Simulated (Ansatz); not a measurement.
## Geometry relaxation of AlP (part 1 of 2)

- system: AlP (slab, 10 atoms in the cell)
- method: DFT PBE, scalar-relativistic, plane waves, PAW, no spin polarisation (Ansatz 0.2.0)

The structure derives from an entry of the Crystallography Open Database. It belongs to a series of runs on one base structure; here: (1 0 0) slab, atoms relaxed.

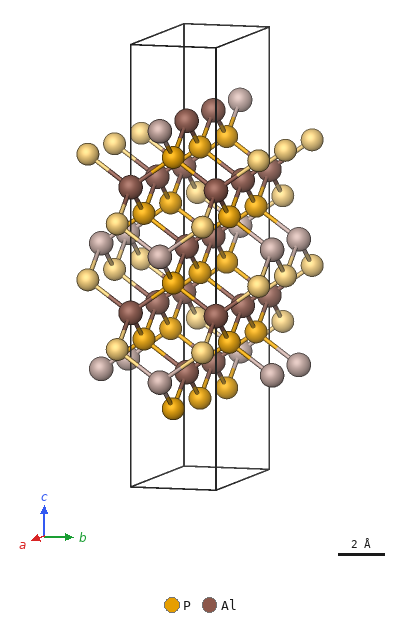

Fig. 1: The structure as given in the input (ball-and-stick view of the 2 × 1 repeat of the cell, with the vacuum cut short, seen slightly off an axis; neighbours outside the cell are drawn fainter). An atom can appear more than once, as a periodic image. Near neighbours in the periodic cell (some may lie outside the picture): P has 2 Al at 2.38 Å; Al has 4 P at 2.38 Å; P has 4 Al at 2.38 Å; Al has 2 P at 2.38 Å.

Input file
```yaml
crystal:
  lattice:
    - [3.8938964222, 0.0, 0.0]
    - [0.0, 3.8938964222, 0.0]
    - [0.0, 0.0, 27.3903025442]
  atoms:
    - { symbol: P, position: [0.0, 0.5, 0.2738195384] }
    - { symbol: Al, position: [0.5, 0.5, 0.3240818632] }
    - { symbol: P, position: [0.5, 0.0, 0.374344188] }
    - { symbol: Al, position: [0.0, 0.0, 0.4246065128] }
    - { symbol: P, position: [0.0, 0.5, 0.4748688376] }
    - { symbol: Al, position: [0.5, 0.5, 0.5251311624] }
    - { symbol: P, position: [0.5, 0.0, 0.5753934872] }
    - { symbol: Al, position: [0.0, 0.0, 0.625655812] }
    - { symbol: P, position: [0.0, 0.5, 0.6759181368] }
    - { symbol: Al, position: [0.5, 0.5, 0.7261804616] }
basis:
  ecutwfc: 420
kpoints:
  mp_grid: { grid: [7, 7, 1] }
hamiltonian:
  xc: pbe
scf:
  occupations: { method: gaussian, width: 0.05 }
output:
  forces: true
  eigenvalues: true
  write_density: true
  write_potential: true
  elf: true
  volumetric_format: npy
relax:
  adjacent_minimum: "off"
  f_tol: 0.02
  max_steps: 60
efield:
  axis: 3
  dipole_correction: true
  ramp_width: 0.04
```

Command:
```bash
ansatz run input.yaml --threads 1 --pin off --max-ram 2560MiB --backend cpu --events-out ev --progress --plain --runs-dir out
```

Log
```
Engine: ansatz 0.2.0, x86_64-unknown-linux-gnu
Pseudopotentials: kind: paw
Pseudopotential: P, paw, valence charge 5, recommended cutoff 420 eV (normal), P.paw.azcp
Pseudopotential: Al, paw, valence charge 3, recommended cutoff 420 eV (normal), Al.paw.azcp
Functional definition: PBE
  parameter kappa = 0.804
  parameter beta = 0.06672455060314922
  exchange = pbe_x(kappa = kappa, mu = beta*pi^2/3)
  correlation = pbe_c(beta = beta)
Crystal: 10 atoms, lattice volume = 415.304 Å³
Basis set: ecut = 420 eV, 8219 PW (Γ), exchange–correlation on 54×54×384 points (8 copies of the dense FFT grid, shifted against one another)
Bands: 30, of which v1, the nominal top of the filled ones, is band 20 counted from 1 (19 counted from 0)
Symmetry: 4 space group operations
Space group: Pmm2 (ITA 25), of the structure as read, at distance tolerance 7.5e-5 Å
k-points: 16 of 49
Non-local potential: P, projectors of the file, l = 0: 2, l = 1: 2, l = 2: 2
Non-local potential: Al, projectors of the file, l = 0: 2, l = 1: 2, l = 2: 1
PAW form: soft (Blöchl's): semilocal exchange-correlation on the pseudo side does not see the compensation charge
PAW one-centre angular grid: P, 110 points (default); XC on 64 Gauss nodes
PAW one-centre angular grid: Al, 110 points (default); XC on 64 Gauss nodes
Initial density: superposition of atomic densities (neutral atoms: chi_scale 0, normalization atom), corrected by the library's trained network
Initial wavefunctions: pseudopotential atomic-orbital guess
Functional: x = pbe(κ = 0.804, μ = 0.2195149727645171), c = pbe(β = 0.06672455060314922)
SCF iter   1: F=—  HF=-6467.765558 eV  |F-HF|=—  |Δ(HF+E_count)|=         —  Δρ=4.89e-3  dr2=5.15e0  ethr=1.77e-3  p=0.129 e·Å  D=5.62e-2 V/Å  ΔV_dip=-1.54 eV  dr2_dipole=4.60e0  V_vac-E_F(+/−)=4.84/6.38 eV  ⟨swp⟩=9.2  Hψ=3266  notcnv=0  defer=27
efield: sawtooth ramp at fractional position 0.9800 (placed from the atoms, in the widest stretch of the axis that holds none; the zero of the levels goes with the place), width 0.0400; the density the first Hamiltonian is built on has a dipole p = 0.129 e·Å; the dipole correction subtracts the counter field D = 5.62e-2 V/Å, which shifts the + side's vacuum level by -1.54 eV against the − side's; the planar-averaged density in the ramp window peaks in size at 4.2e-5 e/Å³
preconditioner: auto → LDOS  [metal: Δε(μ)=0.056 eV  Ē_g=7.713 eV  σ=0.050 eV  W_gap=0.48  n_scr=44 (ndim 8)  ℏωp=11.5 eV  f_vac=0.408  D(μ)=6.98/eV (n_scr^D=34)  β→1.0]
SCF iter   2: F=—  HF=-6467.709292 eV  |F-HF|=—  |Δ(HF+E_count)|=   5.63e-2  Δρ=2.12e-3  dr2=6.86e-1  ethr=1.77e-3  p=0.143 e·Å  D=6.23e-2 V/Å  ΔV_dip=-1.71 eV  dr2_dipole=5.75e-1  V_vac-E_F(+/−)=4.80/6.50 eV  ⟨swp⟩=1.1  Hψ=610  notcnv=0  defer=34
SCF iter   3: F=—  HF=-6467.695713 eV  |F-HF|=—  |Δ(HF+E_count)|=   1.36e-2  Δρ=6.34e-4  dr2=1.06e-2  ethr=1.72e-3  p=0.137 e·Å  D=5.97e-2 V/Å  ΔV_dip=-1.63 eV  dr2_dipole=1.14e-4  V_vac-E_F(+/−)=4.86/6.50 eV  ⟨swp⟩=1.0  Hψ=420  notcnv=0  defer=35
SCF iter   4: F=—  HF=-6467.695367 eV  |F-HF|=—  |Δ(HF+E_count)|=   3.46e-4  Δρ=3.12e-4  dr2=4.32e-3  ethr=2.66e-5  p=0.137 e·Å  D=5.97e-2 V/Å  ΔV_dip=-1.64 eV  dr2_dipole=1.12e-3  V_vac-E_F(+/−)=4.86/6.50 eV  ⟨swp⟩=2.6  Hψ=667  notcnv=0  defer=60
SCF iter   5: F=—  HF=-6467.695043 eV  |F-HF|=—  |Δ(HF+E_count)|=   3.24e-4  Δρ=2.00e-4  dr2=1.89e-3  ethr=1.08e-5  p=0.137 e·Å  D=5.98e-2 V/Å  ΔV_dip=-1.64 eV  dr2_dipole=1.06e-3  V_vac-E_F(+/−)=4.86/6.50 eV  ⟨swp⟩=2.2  Hψ=594  notcnv=0  defer=60
SCF iter   6: F=—  HF=-6467.694944 eV  |F-HF|=—  |Δ(HF+E_count)|=   9.86e-5  Δρ=9.83e-5  dr2=4.48e-4  ethr=4.72e-6  p=0.137 e·Å  D=5.98e-2 V/Å  ΔV_dip=-1.64 eV  dr2_dipole=1.64e-4  V_vac-E_F(+/−)=4.86/6.50 eV  ⟨swp⟩=1.6  Hψ=506  notcnv=0  defer=60
SCF iter   7: F=—  HF=-6467.694926 eV  |F-HF|=—  |Δ(HF+E_count)|=   1.76e-5  Δρ=4.48e-5  dr2=7.18e-5  ethr=1.12e-6  p=0.137 e·Å  D=5.97e-2 V/Å  ΔV_dip=-1.64 eV  dr2_dipole=3.17e-7  V_vac-E_F(+/−)=4.86/6.49 eV  ⟨swp⟩=1.1  Hψ=433  notcnv=0  defer=60
SCF iter   8: F=—  HF=-6467.694918 eV  |F-HF|=—  |Δ(HF+E_count)|=   8.48e-6  Δρ=2.52e-5  dr2=3.04e-5  ethr=1.80e-7  p=0.137 e·Å  D=5.96e-2 V/Å  ΔV_dip=-1.63 eV  dr2_dipole=2.32e-5  V_vac-E_F(+/−)=4.85/6.49 eV  ⟨swp⟩=2.3  Hψ=656  notcnv=0  defer=60
SCF iter   9: F=-6467.694905 eV  HF=-6467.694917 eV  |F-HF|=1.22e-5  |Δ(HF+E_count)|=   1.20e-6  Δρ=1.50e-5  dr2=7.83e-6  ethr=2.50e-8  p=0.137 e·Å  D=5.96e-2 V/Å  ΔV_dip=-1.63 eV  dr2_dipole=5.33e-6  V_vac-E_F(+/−)=4.85/6.49 eV  ⟨swp⟩=22.2  Hψ=5347  notcnv=0
SCF 1 converged in 9 iterations: F = -6467.694905 eV  dr2 = 7.83e-6
  greatest PAW one-centre occupation: 0.818 electrons in one spin orbital (limit 2), on the P atom at site 0 (counted from 0), in its partial waves of l = 0
relax step   1: F+E_penalty+E_count = -6467.69490454 eV  Δ(F+E_penalty+E_count) = +0.000e0 eV  max|allowed force component| = 4.014e-1 eV/Å  Δτ_max = 0.0000 Å  (9 SCF iters, dr2 threshold 1.00e-5 eV, accepted)
Initial density: handed on by an earlier stage of this run
Initial wavefunctions: those handed on with the density
iter 1 solved again at ethr=5.24e-5 eV; its pass at ethr=3.10e-3 eV (dr2=2.10e-2 eV) is discarded
SCF iter   1: F=—  HF=-6467.716383 eV  |F-HF|=—  |Δ(HF+E_count)|=         —  Δρ=9.50e-4  dr2=2.07e-2  ethr=5.24e-5  p=0.137 e·Å  D=5.96e-2 V/Å  ΔV_dip=-1.63 eV  dr2_dipole=1.49e-2  V_vac-E_F(+/−)=4.87/6.50 eV  ⟨swp⟩=2.1  Hψ=1530  notcnv=0  defer=61
efield: sawtooth ramp at fractional position 0.9800 (handed on by an earlier solve), width 0.0400; the density the first Hamiltonian is built on has a dipole p = 0.137 e·Å; the dipole correction subtracts the counter field D = 5.96e-2 V/Å, which shifts the + side's vacuum level by -1.63 eV against the − side's; the planar-averaged density in the ramp window peaks in size at 5.2e-7 e/Å³
preconditioner: auto → LDOS  [metal: Δε(μ)=0.008 eV  Ē_g=7.681 eV  σ=0.050 eV  W_gap=0.09  n_scr=44 (ndim 8)  ℏωp=11.5 eV  f_vac=0.405  D(μ)=9.41/eV (n_scr^D=60)  β→1.0]
SCF iter   2: F=—  HF=-6467.715959 eV  |F-HF|=—  |Δ(HF+E_count)|=   4.24e-4  Δρ=5.00e-4  dr2=1.20e-2  ethr=5.17e-5  p=0.135 e·Å  D=5.89e-2 V/Å  ΔV_dip=-1.61 eV  dr2_dipole=1.09e-2  V_vac-E_F(+/−)=4.87/6.48 eV  ⟨swp⟩=1.0  Hψ=419  notcnv=0  defer=61
SCF iter   3: F=—  HF=-6467.715881 eV  |F-HF|=—  |Δ(HF+E_count)|=   7.82e-5  Δρ=3.83e-4  dr2=9.75e-4  ethr=3.00e-5  p=0.135 e·Å  D=5.90e-2 V/Å  ΔV_dip=-1.62 eV  dr2_dipole=1.47e-5  V_vac-E_F(+/−)=4.87/6.48 eV  ⟨swp⟩=1.1  Hψ=431  notcnv=0  defer=61
SCF iter   4: F=—  HF=-6467.715618 eV  |F-HF|=—  |Δ(HF+E_count)|=   2.63e-4  Δρ=1.05e-4  dr2=3.42e-4  ethr=2.44e-6  p=0.135 e·Å  D=5.86e-2 V/Å  ΔV_dip=-1.61 eV  dr2_dipole=2.49e-4  V_vac-E_F(+/−)=4.87/6.47 eV  ⟨swp⟩=2.0  Hψ=661  notcnv=0  defer=61
SCF iter   5: F=—  HF=-6467.715610 eV  |F-HF|=—  |Δ(HF+E_count)|=   8.63e-6  Δρ=5.72e-5  dr2=1.22e-4  ethr=8.56e-7  p=0.134 e·Å  D=5.86e-2 V/Å  ΔV_dip=-1.60 eV  dr2_dipole=7.35e-5  V_vac-E_F(+/−)=4.87/6.47 eV  ⟨swp⟩=1.0  Hψ=419  notcnv=0  defer=61
SCF iter   6: F=—  HF=-6467.715602 eV  |F-HF|=—  |Δ(HF+E_count)|=   7.77e-6  Δρ=2.45e-5  dr2=1.77e-5  ethr=3.06e-7  p=0.134 e·Å  D=5.85e-2 V/Å  ΔV_dip=-1.60 eV  dr2_dipole=4.69e-7  V_vac-E_F(+/−)=4.87/6.47 eV  ⟨swp⟩=1.9  Hψ=454  notcnv=0  defer=61
SCF iter   7: F=-6467.715596 eV  HF=-6467.715601 eV  |F-HF|=5.09e-6  |Δ(HF+E_count)|=   1.06e-6  Δρ=1.18e-5  dr2=4.85e-6  ethr=2.52e-8  p=0.134 e·Å  D=5.86e-2 V/Å  ΔV_dip=-1.60 eV  dr2_dipole=8.40e-7  V_vac-E_F(+/−)=4.87/6.47 eV  ⟨swp⟩=22.1  Hψ=5329  notcnv=0
SCF 2 converged in 7 iterations: F = -6467.715596 eV  dr2 = 4.85e-6
  Residual-converged pass: ⟨swp⟩=1.0  Hψ=544  notcnv=0  max |occ|·‖R‖ = 7.0e-9 eV (tolerance 1.0e-8 eV)  dr2=4.85e-6  dr2_onsite=1.79e-8  max |Δocc| = 8.9e-10
  greatest PAW one-centre occupation: 0.817 electrons in one spin orbital (limit 2), on the P atom at site 0 (counted from 0), in its partial waves of l = 0
relax step   2: F+E_penalty+E_count = -6467.71559583 eV  Δ(F+E_penalty+E_count) = -2.069e-2 eV  max|allowed force component| = 1.519e-1 eV/Å  Δτ_max = 0.0331 Å  (7 SCF iters, dr2 threshold 1.01e-5 eV, accepted)
SCF iter   1: F=—  HF=-6467.718594 eV  |F-HF|=—  |Δ(HF+E_count)|=         —  Δρ=4.82e-4  dr2=7.23e-3  ethr=8.62e-5  p=0.134 e·Å  D=5.86e-2 V/Å  ΔV_dip=-1.60 eV  dr2_dipole=5.57e-3  V_vac-E_F(+/−)=4.88/6.48 eV  ⟨swp⟩=3.0  Hψ=1128  notcnv=0  defer=61
efield: sawtooth ramp at fractional position 0.9800 (handed on by an earlier solve), width 0.0400; the density the first Hamiltonian is built on has a dipole p = 0.134 e·Å; the dipole correction subtracts the counter field D = 5.86e-2 V/Å, which shifts the + side's vacuum level by -1.60 eV against the − side's; the planar-averaged density in the ramp window peaks in size at 5.7e-7 e/Å³
preconditioner: auto → LDOS  [metal: Δε(μ)=0.013 eV  Ē_g=7.686 eV  σ=0.050 eV  W_gap=0.15  n_scr=44 (ndim 8)  ℏωp=11.5 eV  f_vac=0.404  D(μ)=9.55/eV (n_scr^D=60)  β→1.0]
SCF iter   2: F=—  HF=-6467.718409 eV  |F-HF|=—  |Δ(HF+E_count)|=   1.85e-4  Δρ=2.79e-4  dr2=2.35e-3  ethr=1.81e-5  p=0.134 e·Å  D=5.82e-2 V/Å  ΔV_dip=-1.60 eV  dr2_dipole=2.06e-3  V_vac-E_F(+/−)=4.88/6.47 eV  ⟨swp⟩=1.0  Hψ=608  notcnv=0  defer=61
SCF iter   3: F=—  HF=-6467.718381 eV  |F-HF|=—  |Δ(HF+E_count)|=   2.75e-5  Δρ=2.24e-4  dr2=4.16e-4  ethr=5.87e-6  p=0.134 e·Å  D=5.83e-2 V/Å  ΔV_dip=-1.60 eV  dr2_dipole=1.79e-5  V_vac-E_F(+/−)=4.87/6.47 eV  ⟨swp⟩=2.6  Hψ=657  notcnv=0  defer=61
SCF iter   4: F=—  HF=-6467.718253 eV  |F-HF|=—  |Δ(HF+E_count)|=   1.28e-4  Δρ=5.84e-5  dr2=1.19e-4  ethr=1.04e-6  p=0.133 e·Å  D=5.81e-2 V/Å  ΔV_dip=-1.59 eV  dr2_dipole=7.57e-5  V_vac-E_F(+/−)=4.88/6.47 eV  ⟨swp⟩=2.3  Hψ=552  notcnv=0  defer=61
SCF iter   5: F=—  HF=-6467.718248 eV  |F-HF|=—  |Δ(HF+E_count)|=   4.63e-6  Δρ=3.04e-5  dr2=1.75e-5  ethr=2.98e-7  p=0.133 e·Å  D=5.81e-2 V/Å  ΔV_dip=-1.59 eV  dr2_dipole=1.04e-6  V_vac-E_F(+/−)=4.88/6.47 eV  ⟨swp⟩=1.4  Hψ=468  notcnv=0  defer=61
SCF iter   6: F=—  HF=-6467.718246 eV  |F-HF|=—  |Δ(HF+E_count)|=   1.92e-6  Δρ=1.57e-5  dr2=7.78e-6  ethr=4.37e-8  p=0.133 e·Å  D=5.81e-2 V/Å  ΔV_dip=-1.59 eV  dr2_dipole=1.15e-7  V_vac-E_F(+/−)=4.87/6.47 eV  ⟨swp⟩=2.4  Hψ=656  notcnv=0  defer=61
SCF iter   7: F=—  HF=-6467.718246 eV  |F-HF|=—  |Δ(HF+E_count)|=   6.73e-7  Δρ=7.89e-6  dr2=2.12e-6  ethr=1.94e-8  p=0.133 e·Å  D=5.82e-2 V/Å  ΔV_dip=-1.59 eV  dr2_dipole=6.28e-7  V_vac-E_F(+/−)=4.87/6.47 eV  ⟨swp⟩=1.9  Hψ=454  notcnv=0  defer=61
SCF iter   8: F=-6467.718245 eV  HF=-6467.718246 eV  |F-HF|=9.40e-7  |Δ(HF+E_count)|=   1.33e-7  Δρ=4.53e-6  dr2=8.26e-7  ethr=3.60e-9  p=0.134 e·Å  D=5.82e-2 V/Å  ΔV_dip=-1.59 eV  dr2_dipole=2.06e-7  V_vac-E_F(+/−)=4.87/6.47 eV  ⟨swp⟩=19.8  Hψ=4552  notcnv=0
SCF 3 converged in 8 iterations: F = -6467.718245 eV  dr2 = 8.26e-7
relax step   3: F+E_penalty+E_count = -6467.71824463 eV  Δ(F+E_penalty+E_count) = -2.649e-3 eV  max|allowed force component| = 9.276e-3 eV/Å  Δτ_max = 0.0123 Å  (8 SCF iters, dr2 threshold 1.44e-6 eV, accepted)
iter 1 solved again at ethr=3.13e-9 eV; its pass at ethr=3.10e-3 eV (dr2=1.25e-6 eV) is discarded
SCF iter   1: F=—  HF=-6467.718248 eV  |F-HF|=—  |Δ(HF+E_count)|=         —  Δρ=5.01e-6  dr2=1.27e-6  ethr=3.13e-9  p=0.134 e·Å  D=5.82e-2 V/Å  ΔV_dip=-1.59 eV  dr2_dipole=5.80e-7  V_vac-E_F(+/−)=4.87/6.47 eV  ⟨swp⟩=1.0  Hψ=1344  notcnv=0
efield: sawtooth ramp at fractional position 0.9800 (handed on by an earlier solve), width 0.0400; the density the first Hamiltonian is built on has a dipole p = 0.134 e·Å; the dipole correction subtracts the counter field D = 5.82e-2 V/Å, which shifts the + side's vacuum level by -1.59 eV against the − side's; the planar-averaged density in the ramp window peaks in size at 6.3e-7 e/Å³
preconditioner: auto → LDOS  [metal: Δε(μ)=0.013 eV  Ē_g=7.686 eV  σ=0.050 eV  W_gap=0.14  n_scr=44 (ndim 8)  ℏωp=11.5 eV  f_vac=0.404  D(μ)=9.37/eV (n_scr^D=60)  β→1.0]
SCF iter   2: F=—  HF=-6467.718246 eV  |F-HF|=—  |Δ(HF+E_count)|=   1.99e-6  Δρ=3.04e-6  dr2=3.16e-7  ethr=3.13e-9  p=0.134 e·Å  D=5.82e-2 V/Å  ΔV_dip=-1.59 eV  dr2_dipole=3.97e-9  V_vac-E_F(+/−)=4.87/6.47 eV  ⟨swp⟩=2.9  Hψ=791  notcnv=0
SCF iter   3: F=—  HF=-6467.718246 eV  |F-HF|=—  |Δ(HF+E_count)|=   1.98e-8  Δρ=2.08e-6  dr2=1.56e-7  ethr=2.50e-10  p=0.134 e·Å  D=5.82e-2 V/Å  ΔV_dip=-1.59 eV  dr2_dipole=3.70e-9  V_vac-E_F(+/−)=4.87/6.47 eV  ⟨swp⟩=10.0  Hψ=3175  notcnv=0
SCF iter   4: F=-6467.718245 eV  HF=-6467.718246 eV  |F-HF|=6.88e-8  |Δ(HF+E_count)|=   6.17e-9  Δρ=1.26e-6  dr2=6.87e-8  ethr=2.50e-10  p=0.134 e·Å  D=5.82e-2 V/Å  ΔV_dip=-1.59 eV  dr2_dipole=9.32e-9  V_vac-E_F(+/−)=4.87/6.47 eV  ⟨swp⟩=9.4  Hψ=3001  notcnv=0
SCF 4 converged in 4 iterations: F = -6467.718245 eV  dr2 = 6.87e-8
relax step   4: F+E_penalty+E_count = -6467.71824547 eV  Δ(F+E_penalty+E_count) = -8.416e-7 eV  max|allowed force component| = 9.440e-3 eV/Å  Δτ_max = 0.0000 Å  (4 SCF iters, accepted)
```

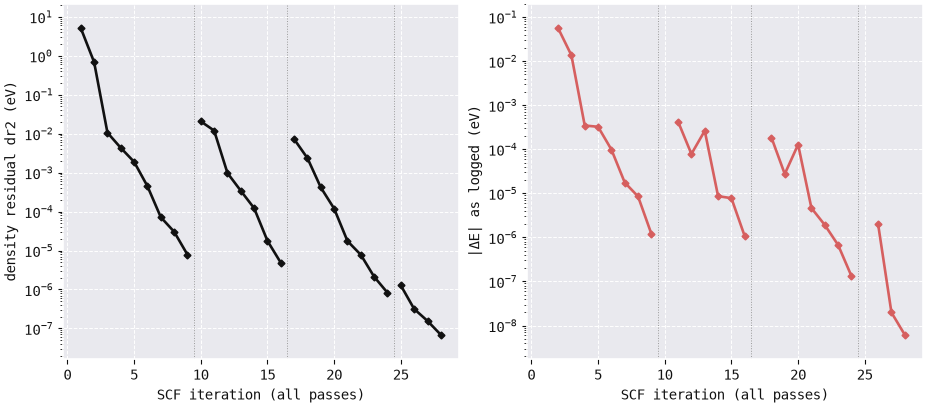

Fig. 2: Convergence of the self-consistent field: density residual dr2 and size of the energy change against the SCF iteration. The dotted lines part the SCF passes of the relaxation: geometry steps, rejected trials and re-solves on a re-selected basis. The passes take 9, 7, 8 and 4 iterations.

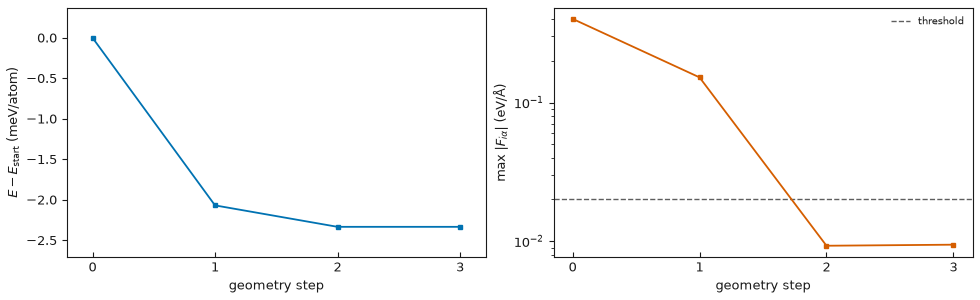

Fig. 3: Progress of the relaxation, step by step (the first geometry is step 0 here and step 1 in the log).
